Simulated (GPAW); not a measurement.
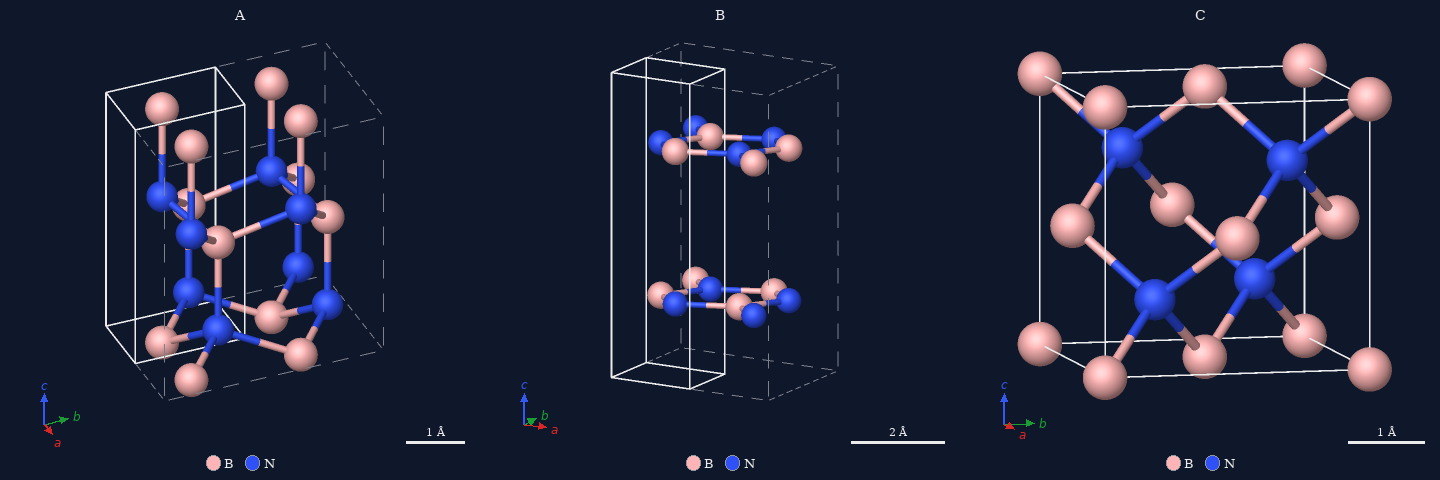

Three structures of BN, each relaxed (cell and atoms) at zero pressure; conventional cells in solid outline, small ones repeated, each panel with its own scale. Alike in all runs: GPAW 26.7.0; functional PBEsol; potentials PAW data sets generated in the run's folder for this functional; cutoff 800 eV; occupations fermi-dirac, width 0.05 eV; no spin polarisation; no spin-orbit coupling. The k meshes have like spacings.

### Give the type and space group of each panel.

A: wurtzite, P6₃mc; B: 4 atoms a cell on a primitive hexagonal lattice, P6₃/mmc; C: zinc blende type, F-43m.

### Rank them by energy, lowest first.

C, then A (+17 meV/atom) and B (+33 meV/atom), static energies at zero smearing.

### Collect the results in a table.

| panel | space group | E − E(lowest) (meV/atom) | volume (Å³/atom) | gap (eV) |
| --- | --- | --- | --- | --- |
| C | F-43m | 0 | 5.8 | 4.38 |
| A | P6₃mc | 17 | 5.9 | 4.96 |
| B | P6₃/mmc | 33 | 9.0 | 4.33 |

The starts are database entries or structure types tried for this composition, and the most stable form need not be among them. Approximate functionals can misorder forms that lie within a few tens of meV/atom, as they do the rutile and anatase forms of TiO₂. Gaps are the least found on the k-mesh, which misses some points of high symmetry; where the band edges lie there, the true gap is smaller, at times by an eV.

Caveat: later steps reuse the first step's grids; semilocal functionals give gaps below the measured ones.
